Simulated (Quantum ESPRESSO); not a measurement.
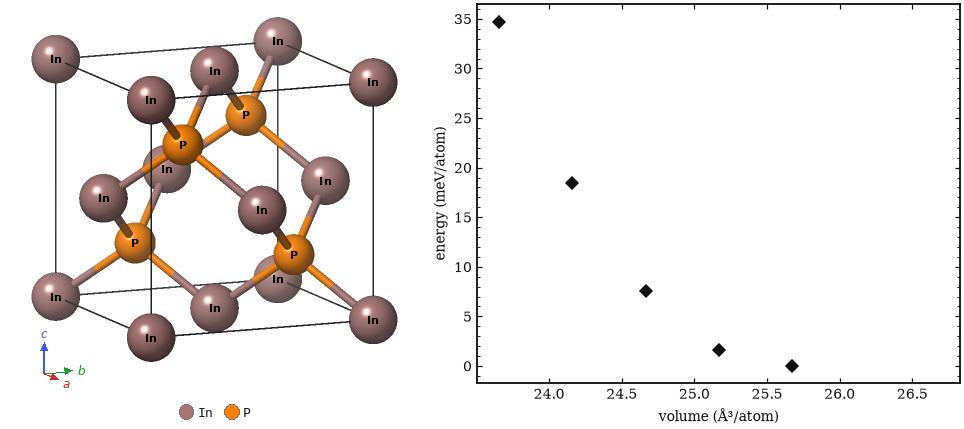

The figure shows the energy against volume for InP, space group F-43m (No. 216). The conventional cell is drawn beside the plot.

Structure:
```
In P
1.0
     0.00000    2.93050    2.93050
     2.93050    0.00000    2.93050
     2.93050    2.93050    0.00000
In P
1 1
Direct
  0.00000 0.00000 0.00000
  0.75000 0.75000 0.75000
```

Calculation (Quantum ESPRESSO 7.5): plane-wave DFT, spinors without magnetism; energies at scaled volumes of the given cell, shape and fractions fixed, counted from the fit's minimum, third-order Birch-Murnaghan fit. Level: AM05, spin-orbit coupling, no spin polarisation.

- k mesh: 8×8×8
- occupations: Fermi–Dirac
- smearing width: 0.05 eV
- potentials: PseudoDojo 0.4 FR PBE standard
- wave cutoff: 952.4 eV
- density cutoff: 3810 eV

The points at volume 26.17 Å³/atom and 26.68 Å³/atom are left out of the plot. What values does the calculation give there?

```json
{"volume (Å³/atom)": "26.17", "energy (meV/atom)": "2.37"}
{"volume (Å³/atom)": "26.68", "energy (meV/atom)": "8.22"}
```

Note: potentials made for another functional.
